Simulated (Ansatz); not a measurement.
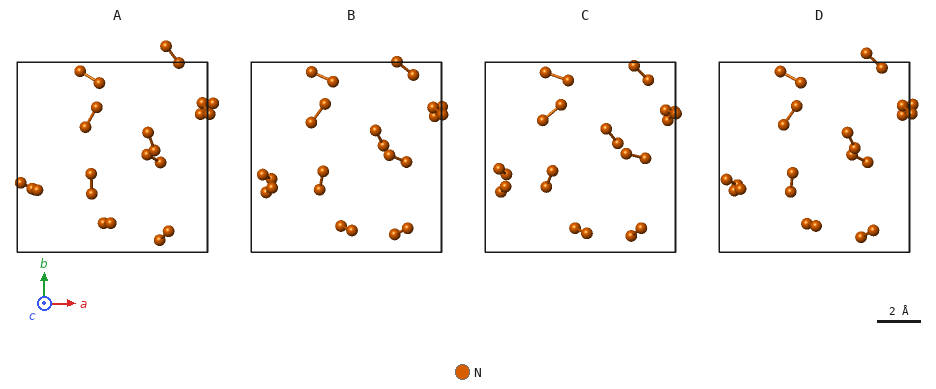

4 geometries from one relaxation of an amorphous cell of composition N, in shuffled order. A ball-and-stick model of the cell of the calculation, seen along the c axis.

The cell holds 12 N2. The run prepares the start of a later molecular dynamics calculation, from a guessed geometry.

Level of theory: Ansatz, DFT PBEsol, scalar-relativistic, plane waves, PAW. (plane-wave cutoff 420 eV; k-point mesh 1 × 1 × 1; occupations fermi dirac; smearing width 0.05 eV; no spin polarisation; atoms relaxed in a fixed cell; force threshold 0.3 eV/Å; at most 15 steps)

Question: Put them in the order of the run, from the start to the converged end.

Answer: C, B, D, A. They are steps 0, 2, 4, 9, at +78.0 meV per atom, +15.2 meV per atom, +4.1 meV per atom relative to the last. An N atom moves most: 0.95 Å along [0 3 −1]. The cell doesn't change. Near-neighbour distances that change, for instance: N–N 1.130 → 1.102 Å. The energy falls by 78.0 meV per atom in 7 accepted moves (9 points after the start). Largest force component: 3.8 eV/Å at the start, 0.27 eV/Å at the end. The line search rejected the trial steps at points 6, 8 of the run. The forces were under the threshold at step 7, but the run went on from there. Cost: 43 s on 1 thread of Arm Neoverse V1, on a shared host, peak memory 0.51 GiB.

Limits of the set-up: the program's low-accuracy preset was used.
